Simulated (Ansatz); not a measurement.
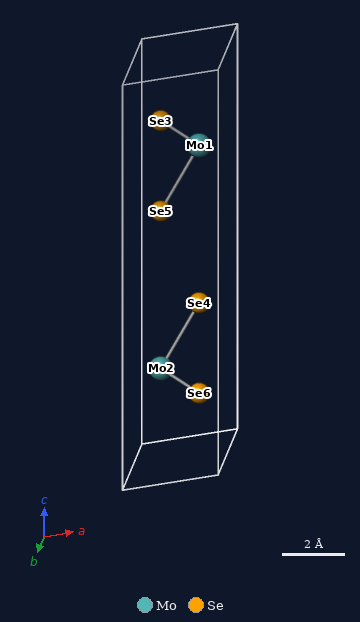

*The structure as given in the input (ball-and-stick view of the cell of the calculation, seen at an oblique angle; atoms are numbered from 1 in the order of the input).*

Near neighbours in the crystal (not all of them lie inside the picture): Mo has 6 Se at 2.51 Å; Se has 3 Mo at 2.51 Å.

# Run report: MoSe2, geometry relaxation (part 1 of 3)

System: MoSe2 (6 atoms in the cell).
Method: DFT, PBE, plane waves, PAW, no spin polarisation (Ansatz 0.2.0).

The structure was made by swapping elements on the sites of another compound; it need not be a known phase. Figures and captions count atoms from 1; the log counts them from 0 in places.

What the program printed
```
The last accepted step is kept in [file] (removed where the run ends without a failure and the disk answers)
Engine: ansatz 0.2.0, x86_64-unknown-linux-gnu
Pseudopotentials: kind: paw
Pseudopotential: Mo, paw, valence charge 14, recommended cutoff 420 eV (normal), Mo.paw.azcp
Pseudopotential: Se, paw, valence charge 16, recommended cutoff 420 eV (normal), Se.paw.azcp
Functional definition: PBE
  parameter kappa = 0.804
  parameter beta = 0.06672455060314922
  exchange = pbe_x(kappa = kappa, mu = beta*pi^2/3)
  correlation = pbe_c(beta = beta)
Crystal: 6 atoms, lattice volume = 137.973 Å³
Basis set: ecut = 420 eV, 2761 PW (Γ), exchange–correlation on 48×48×200 points (8 copies of the dense FFT grid, shifted against one another)
Bands: 56, of which v1, the nominal top of the filled ones, is band 46 counted from 1 (45 counted from 0)
Symmetry: 24 space group operations
Space group: P63/mmc (ITA 194), of the structure as read, at distance tolerance 5.2e-5 Å
k-points: 10 of 64
Non-local potential: Mo, projectors of the file, l = 0: 3, l = 1: 2, l = 2: 2, l = 3: 1
Non-local potential: Se, projectors of the file, l = 0: 2, l = 1: 2, l = 2: 3, l = 3: 1
PAW form: soft (Blöchl's): semilocal exchange-correlation on the pseudo side does not see the compensation charge
PAW one-centre angular grid: Mo, 590 points (default); XC on 64 Gauss nodes
PAW one-centre angular grid: Se, 590 points (default); XC on 64 Gauss nodes
Initial density: superposition of atomic densities (neutral atoms: chi_scale 0, normalization atom), corrected by the library's trained network
Initial wavefunctions: pseudopotential atomic-orbital guess
Functional: x = pbe(κ = 0.804, μ = 0.2195149727645171), c = pbe(β = 0.06672455060314922)
SCF iter   1: F=—  HF=-31792.391089 eV  |F-HF|=—  |Δ(HF+E_count)|=         —  Δρ=4.74e-3  dr2=1.95e-2  ethr=1.77e-3  ⟨swp⟩=7.0  Hψ=2050  notcnv=0
preconditioner: auto → Resta (q_TF=auto, 2.550 Å⁻¹)  ε∞=5.9  [insulator: Δε(μ)=1.542 eV  Ē_g=8.598 eV  σ=0.020 eV  W_gap=1.00  n_scr=42 (ndim 8)  ℏωp=19.0 eV  f_vac=0.191  D(μ)=0.00/eV (n_scr^D=0)  ε∞_Penn≈5.9]
SCF iter   2: F=—  HF=-31792.398667 eV  |F-HF|=—  |Δ(HF+E_count)|=   7.58e-3  Δρ=2.79e-3  dr2=5.68e-3  ethr=2.12e-5  ⟨swp⟩=2.0  Hψ=910  notcnv=0  defer=20
SCF iter   3: F=—  HF=-31792.402784 eV  |F-HF|=—  |Δ(HF+E_count)|=   4.12e-3  Δρ=1.30e-3  dr2=6.43e-3  ethr=6.17e-6  ⟨swp⟩=2.0  Hψ=850  notcnv=0  defer=20
SCF iter   4: F=—  HF=-31792.402144 eV  |F-HF|=—  |Δ(HF+E_count)|=   6.40e-4  Δρ=2.63e-4  dr2=1.50e-4  ethr=6.17e-6  ⟨swp⟩=2.0  Hψ=716  notcnv=0  defer=20
SCF iter   5: F=—  HF=-31792.402199 eV  |F-HF|=—  |Δ(HF+E_count)|=   5.52e-5  Δρ=1.03e-4  dr2=4.12e-5  ethr=1.63e-7  ⟨swp⟩=2.0  Hψ=974  notcnv=0  defer=20
SCF iter   6: F=—  HF=-31792.402191 eV  |F-HF|=—  |Δ(HF+E_count)|=   8.30e-6  Δρ=4.50e-5  dr2=5.46e-6  ethr=4.48e-8  ⟨swp⟩=2.0  Hψ=973  notcnv=0  defer=20
SCF iter   7: F=—  HF=-31792.402197 eV  |F-HF|=—  |Δ(HF+E_count)|=   6.70e-6  Δρ=1.51e-5  dr2=2.84e-7  ethr=5.93e-9  ⟨swp⟩=2.2  Hψ=722  notcnv=0  defer=20
SCF iter   8: F=-31792.402198 eV  HF=-31792.402198 eV  |F-HF|=1.09e-7  |Δ(HF+E_count)|=   8.23e-7  Δρ=4.42e-6  dr2=2.75e-8  ethr=1.09e-10  ⟨swp⟩=10.4  Hψ=2352  notcnv=0
SCF 1 converged in 8 iterations: F = -31792.402198 eV  dr2 = 2.75e-8
  greatest PAW one-centre occupation: 1.000 electrons in one spin orbital (limit 2), on the Se atom at site 5 (counted from 0), in its partial waves of l = 2
relax step   1: F+E_penalty+E_count = -31792.40219822 eV  Δ(F+E_penalty+E_count) = +0.000e0 eV  max|allowed force component| = 4.827e-1 eV/Å  Δτ_max = 0.0000 Å  P = +3.887 GPa  Ω = 137.973 Å³  (8 SCF iters, dr2 threshold 1.00e-7 eV, accepted)
Crystal: 6 atoms, lattice volume = 147.321 Å³
Basis set: ecut = 420 eV, 2881 PW (Γ), exchange–correlation on 48×48×200 points (8 copies of the dense FFT grid, shifted against one another)
Initial density: handed on by an earlier stage of this run
Initial wavefunctions: those handed on with the density
iter 1 solved again at ethr=2.30e-4 eV; its pass at ethr=3.10e-3 eV (dr2=2.11e-1 eV) is discarded
SCF iter   1: F=—  HF=-31792.439678 eV  |F-HF|=—  |Δ(HF+E_count)|=         —  Δρ=5.41e-3  dr2=2.14e-1  ethr=2.30e-4  ⟨swp⟩=1.7  Hψ=2495  notcnv=0
preconditioner: auto → Resta (q_TF=auto, 2.522 Å⁻¹)  ε∞=6.0  [insulator: Δε(μ)=1.369 eV  Ē_g=8.232 eV  σ=0.020 eV  W_gap=1.00  n_scr=52 (ndim 8)  ℏωp=18.4 eV  f_vac=0.202  D(μ)=0.00/eV (n_scr^D=0)  ε∞_Penn≈6.0]
SCF iter   2: F=—  HF=-31792.416925 eV  |F-HF|=—  |Δ(HF+E_count)|=   2.28e-2  Δρ=3.77e-3  dr2=3.21e-2  ethr=2.30e-4  ⟨swp⟩=2.6  Hψ=756  notcnv=0
SCF iter   3: F=—  HF=-31792.411596 eV  |F-HF|=—  |Δ(HF+E_count)|=   5.33e-3  Δρ=1.28e-3  dr2=1.02e-2  ethr=3.49e-5  ⟨swp⟩=2.0  Hψ=893  notcnv=0
SCF iter   4: F=—  HF=-31792.410162 eV  |F-HF|=—  |Δ(HF+E_count)|=   1.43e-3  Δρ=5.58e-4  dr2=1.81e-3  ethr=1.11e-5  ⟨swp⟩=2.1  Hψ=825  notcnv=0
SCF iter   5: F=—  HF=-31792.409896 eV  |F-HF|=—  |Δ(HF+E_count)|=   2.65e-4  Δρ=2.26e-4  dr2=1.86e-4  ethr=1.97e-6  ⟨swp⟩=2.1  Hψ=927  notcnv=0
SCF iter   6: F=—  HF=-31792.409932 eV  |F-HF|=—  |Δ(HF+E_count)|=   3.62e-5  Δρ=6.35e-5  dr2=1.25e-5  ethr=2.02e-7  ⟨swp⟩=2.0  Hψ=800  notcnv=0
SCF iter   7: F=—  HF=-31792.409949 eV  |F-HF|=—  |Δ(HF+E_count)|=   1.64e-5  Δρ=1.74e-5  dr2=9.50e-7  ethr=1.36e-8  ⟨swp⟩=2.2  Hψ=805  notcnv=0
SCF iter   8: F=-31792.409951 eV  HF=-31792.409950 eV  |F-HF|=1.90e-7  |Δ(HF+E_count)|=   1.63e-6  Δρ=6.31e-6  dr2=8.70e-8  ethr=6.52e-10  ⟨swp⟩=7.0  Hψ=2284  notcnv=0
SCF 2 converged in 8 iterations: F = -31792.409951 eV  dr2 = 8.70e-8
relax step   2: F+E_penalty+E_count = -31792.40995059 eV  Δ(F+E_penalty+E_count) = -7.752e-3 eV  max|allowed force component| = 1.874e-1 eV/Å  Δτ_max = 0.0022 Å  P = -2.616 GPa  Ω = 147.321 Å³  energy of the carried Pulay correction = -1.094e-3 eV  (8 SCF iters, dr2 threshold 6.00e-7 eV, accepted)
Crystal: 6 atoms, lattice volume = 142.737 Å³
Basis set: ecut = 420 eV, 2821 PW (Γ), exchange–correlation on 48×48×200 points (8 copies of the dense FFT grid, shifted against one another)
iter 1 solved again at ethr=5.87e-5 eV; its pass at ethr=3.10e-3 eV (dr2=5.40e-2 eV) is discarded
SCF iter   1: F=—  HF=-31792.467010 eV  |F-HF|=—  |Δ(HF+E_count)|=         —  Δρ=2.71e-3  dr2=5.56e-2  ethr=5.87e-5  ⟨swp⟩=2.2  Hψ=2494  notcnv=0
preconditioner: auto → Resta (q_TF=auto, 2.536 Å⁻¹)  ε∞=6.0  [insulator: Δε(μ)=1.477 eV  Ē_g=8.364 eV  σ=0.020 eV  W_gap=1.00  n_scr=54 (ndim 8)  ℏωp=18.6 eV  f_vac=0.193  D(μ)=0.00/eV (n_scr^D=0)  ε∞_Penn≈6.0]
SCF iter   2: F=—  HF=-31792.460802 eV  |F-HF|=—  |Δ(HF+E_count)|=   6.21e-3  Δρ=1.91e-3  dr2=7.83e-3  ethr=5.87e-5  ⟨swp⟩=2.6  Hψ=760  notcnv=0
SCF iter   3: F=—  HF=-31792.459452 eV  |F-HF|=—  |Δ(HF+E_count)|=   1.35e-3  Δρ=6.81e-4  dr2=2.84e-3  ethr=8.51e-6  ⟨swp⟩=2.0  Hψ=780  notcnv=0
SCF iter   4: F=—  HF=-31792.459076 eV  |F-HF|=—  |Δ(HF+E_count)|=   3.76e-4  Δρ=3.28e-4  dr2=6.81e-4  ethr=3.09e-6  ⟨swp⟩=2.3  Hψ=736  notcnv=0
SCF iter   5: F=—  HF=-31792.458952 eV  |F-HF|=—  |Δ(HF+E_count)|=   1.24e-4  Δρ=1.21e-4  dr2=7.52e-5  ethr=7.41e-7  ⟨swp⟩=2.1  Hψ=807  notcnv=0
SCF iter   6: F=—  HF=-31792.458955 eV  |F-HF|=—  |Δ(HF+E_count)|=   3.14e-6  Δρ=3.70e-5  dr2=5.43e-6  ethr=8.18e-8  ⟨swp⟩=2.0  Hψ=762  notcnv=0
SCF iter   7: F=-31792.458960 eV  HF=-31792.458960 eV  |F-HF|=4.24e-7  |Δ(HF+E_count)|=   4.90e-6  Δρ=9.34e-6  dr2=2.87e-7  ethr=6.52e-10  ⟨swp⟩=5.4  Hψ=2494  notcnv=0
SCF 3 converged in 7 iterations: F = -31792.458960 eV  dr2 = 2.87e-7
  greatest PAW one-centre occupation: 1.000 electrons in one spin orbital (limit 2), on the Se atom at site 4 (counted from 0), in its partial waves of l = 2
relax step   3: F+E_penalty+E_count = -31792.45896036 eV  Δ(F+E_penalty+E_count) = -4.901e-2 eV  max|allowed force component| = 5.533e-2 eV/Å  Δτ_max = 0.0078 Å  P = -0.234 GPa  Ω = 142.737 Å³  energy of the carried Pulay correction = -5.667e-4 eV  (7 SCF iters, dr2 threshold 6.00e-7 eV, accepted)
Crystal: 6 atoms, lattice volume = 143.049 Å³
Basis set: ecut = 420 eV, 2823 PW (Γ), exchange–correlation on 48×48×200 points (8 copies of the dense FFT grid, shifted against one another)
iter 1 solved again at ethr=5.24e-7 eV; its pass at ethr=3.10e-3 eV (dr2=4.82e-4 eV) is discarded
SCF iter   1: F=—  HF=-31792.459759 eV  |F-HF|=—  |Δ(HF+E_count)|=         —  Δρ=5.90e-4  dr2=4.36e-4  ethr=5.24e-7  ⟨swp⟩=3.0  Hψ=2365  notcnv=0
preconditioner: auto → Resta (q_TF=auto, 2.535 Å⁻¹)  ε∞=5.9  [insulator: Δε(μ)=1.497 eV  Ē_g=8.382 eV  σ=0.020 eV  W_gap=1.00  n_scr=54 (ndim 8)  ℏωp=18.6 eV  f_vac=0.197  D(μ)=0.00/eV (n_scr^D=0)  ε∞_Penn≈5.9]
SCF iter   2: F=—  HF=-31792.459668 eV  |F-HF|=—  |Δ(HF+E_count)|=   9.12e-5  Δρ=2.94e-4  dr2=1.33e-4  ethr=4.74e-7  ⟨swp⟩=2.1  Hψ=666  notcnv=0
SCF iter   3: F=—  HF=-31792.459639 eV  |F-HF|=—  |Δ(HF+E_count)|=   2.85e-5  Δρ=1.48e-4  dr2=3.93e-5  ethr=1.44e-7  ⟨swp⟩=2.0  Hψ=679  notcnv=0
SCF iter   4: F=—  HF=-31792.459637 eV  |F-HF|=—  |Δ(HF+E_count)|=   2.12e-6  Δρ=4.00e-5  dr2=3.48e-6  ethr=4.27e-8  ⟨swp⟩=2.2  Hψ=760  notcnv=0
SCF iter   5: F=—  HF=-31792.459638 eV  |F-HF|=—  |Δ(HF+E_count)|=   7.86e-7  Δρ=1.00e-5  dr2=5.43e-7  ethr=3.78e-9  ⟨swp⟩=2.0  Hψ=987  notcnv=0
SCF iter   6: F=-31792.459638 eV  HF=-31792.459638 eV  |F-HF|=4.67e-8  |Δ(HF+E_count)|=   1.96e-8  Δρ=6.46e-6  dr2=2.11e-7  ethr=2.35e-10  ⟨swp⟩=5.0  Hψ=2069  notcnv=0
SCF 4 converged in 6 iterations: F = -31792.459638 eV  dr2 = 2.11e-7
relax step   4: F+E_penalty+E_count = -31792.45963785 eV  Δ(F+E_penalty+E_count) = -6.775e-4 eV  max|allowed force component| = 1.922e-3 eV/Å  Δτ_max = 0.0079 Å  P = +0.040 GPa  Ω = 143.049 Å³  energy of the carried Pulay correction = -6.031e-4 eV  (6 SCF iters, dr2 threshold 2.16e-7 eV, accepted)
Crystal: 6 atoms, lattice volume = 143.765 Å³
Basis set: ecut = 420 eV, 2847 PW (Γ), exchange–correlation on 48×48×200 points (8 copies of the dense FFT grid, shifted against one another)
iter 1 solved again at ethr=8.73e-7 eV; its pass at ethr=3.10e-3 eV (dr2=8.04e-4 eV) is discarded
SCF iter   1: F=—  HF=-31792.460175 eV  |F-HF|=—  |Δ(HF+E_count)|=         —  Δρ=7.37e-4  dr2=7.30e-4  ethr=8.73e-7  ⟨swp⟩=3.0  Hψ=2565  notcnv=0
preconditioner: auto → Resta (q_TF=auto, 2.533 Å⁻¹)  ε∞=5.9  [insulator: Δε(μ)=1.513 eV  Ē_g=8.383 eV  σ=0.020 eV  W_gap=1.00  n_scr=54 (ndim 8)  ℏωp=18.6 eV  f_vac=0.203  D(μ)=0.00/eV (n_scr^D=0)  ε∞_Penn≈5.9]
SCF iter   2: F=—  HF=-31792.460018 eV  |F-HF|=—  |Δ(HF+E_count)|=   1.57e-4  Δρ=3.81e-4  dr2=2.31e-4  ethr=7.93e-7  ⟨swp⟩=2.2  Hψ=691  notcnv=0
SCF iter   3: F=—  HF=-31792.459997 eV  |F-HF|=—  |Δ(HF+E_count)|=   2.11e-5  Δρ=1.74e-4  dr2=9.84e-5  ethr=2.51e-7  ⟨swp⟩=3.0  Hψ=1008  notcnv=0
SCF iter   4: F=—  HF=-31792.459975 eV  |F-HF|=—  |Δ(HF+E_count)|=   2.12e-5  Δρ=6.52e-5  dr2=1.20e-5  ethr=1.07e-7  ⟨swp⟩=2.0  Hψ=595  notcnv=0
SCF iter   5: F=—  HF=-31792.459974 eV  |F-HF|=—  |Δ(HF+E_count)|=   1.11e-6  Δρ=1.54e-5  dr2=1.56e-6  ethr=1.30e-8  ⟨swp⟩=2.0  Hψ=703  notcnv=0
SCF iter   6: F=—  HF=-31792.459969 eV  |F-HF|=—  |Δ(HF+E_count)|=   5.12e-6  Δρ=7.69e-6  dr2=2.43e-7  ethr=1.70e-9  ⟨swp⟩=2.0  Hψ=995  notcnv=0
SCF iter   7: F=—  HF=-31792.459969 eV  |F-HF|=—  |Δ(HF+E_count)|=   8.42e-8  Δρ=3.23e-6  dr2=1.84e-8  ethr=2.64e-10  ⟨swp⟩=2.1  Hψ=1001  notcnv=0
SCF iter   8: F=—  HF=-31792.459969 eV  |F-HF|=—  |Δ(HF+E_count)|=   3.02e-8  Δρ=8.29e-7  dr2=1.35e-9  ethr=2.00e-11  ⟨swp⟩=2.2  Hψ=752  notcnv=0
SCF iter   9: F=-31792.459969 eV  HF=-31792.459969 eV  |F-HF|=2.07e-10  |Δ(HF+E_count)|=   4.42e-9  Δρ=1.94e-7  dr2=5.23e-11  ethr=1.00e-12  ⟨swp⟩=5.2  Hψ=2018  notcnv=0
SCF 5 converged in 9 iterations: F = -31792.459969 eV  dr2 = 5.23e-11
relax step   5: F+E_penalty+E_count = -31792.45996928 eV  Δ(F+E_penalty+E_count) = -3.314e-4 eV  max|allowed force component| = 1.863e-2 eV/Å  Δτ_max = 0.0096 Å  P = +0.126 GPa  Ω = 143.765 Å³  energy of the carried Pulay correction = -6.865e-4 eV  (9 SCF iters, accepted)
Crystal: 6 atoms, lattice volume = 145.915 Å³
Basis set: ecut = 420 eV, 2871 PW (Γ), exchange–correlation on 48×48×200 points (8 copies of the dense FFT grid, shifted against one another)
iter 1 solved again at ethr=5.60e-6 eV; its pass at ethr=3.10e-3 eV (dr2=5.16e-3 eV) is discarded
SCF iter   1: F=—  HF=-31792.461869 eV  |F-HF|=—  |Δ(HF+E_count)|=         —  Δρ=1.82e-3  dr2=4.76e-3  ethr=5.60e-6  ⟨swp⟩=2.1  Hψ=2826  notcnv=0
preconditioner: auto → Resta (q_TF=auto, 2.526 Å⁻¹)  ε∞=5.9  [insulator: Δε(μ)=1.554 eV  Ē_g=8.368 eV  σ=0.020 eV  W_gap=1.00  n_scr=54 (ndim 8)  ℏωp=18.4 eV  f_vac=0.214  D(μ)=0.00/eV (n_scr^D=0)  ε∞_Penn≈5.9]
SCF iter   2: F=—  HF=-31792.460870 eV  |F-HF|=—  |Δ(HF+E_count)|=   9.98e-4  Δρ=9.74e-4  dr2=1.54e-3  ethr=5.18e-6  ⟨swp⟩=2.0  Hψ=712  notcnv=0
SCF iter   3: F=—  HF=-31792.460688 eV  |F-HF|=—  |Δ(HF+E_count)|=   1.82e-4  Δρ=2.82e-4  dr2=2.45e-4  ethr=1.67e-6  ⟨swp⟩=2.1  Hψ=1014  notcnv=0
SCF iter   4: F=—  HF=-31792.460693 eV  |F-HF|=—  |Δ(HF+E_count)|=   4.99e-6  Δρ=2.03e-4  dr2=1.64e-4  ethr=2.66e-7  ⟨swp⟩=2.0  Hψ=681  notcnv=0
SCF iter   5: F=—  HF=-31792.460690 eV  |F-HF|=—  |Δ(HF+E_count)|=   2.94e-6  Δρ=6.22e-5  dr2=1.18e-5  ethr=1.78e-7  ⟨swp⟩=2.1  Hψ=687  notcnv=0
SCF iter   6: F=—  HF=-31792.460694 eV  |F-HF|=—  |Δ(HF+E_count)|=   3.93e-6  Δρ=3.64e-5  dr2=2.45e-6  ethr=1.29e-8  ⟨swp⟩=2.2  Hψ=994  notcnv=0
SCF iter   7: F=—  HF=-31792.460694 eV  |F-HF|=—  |Δ(HF+E_count)|=   6.02e-8  Δρ=1.56e-5  dr2=4.30e-7  ethr=2.66e-9  ⟨swp⟩=2.0  Hψ=993  notcnv=0
SCF iter   8: F=-31792.460694 eV  HF=-31792.460694 eV  |F-HF|=4.62e-8  |Δ(HF+E_count)|=   1.68e-7  Δρ=2.76e-6  dr2=1.50e-8  ethr=1.43e-10  ⟨swp⟩=6.3  Hψ=2358  notcnv=0
SCF 6 converged in 8 iterations: F = -31792.460694 eV  dr2 = 1.50e-8
```
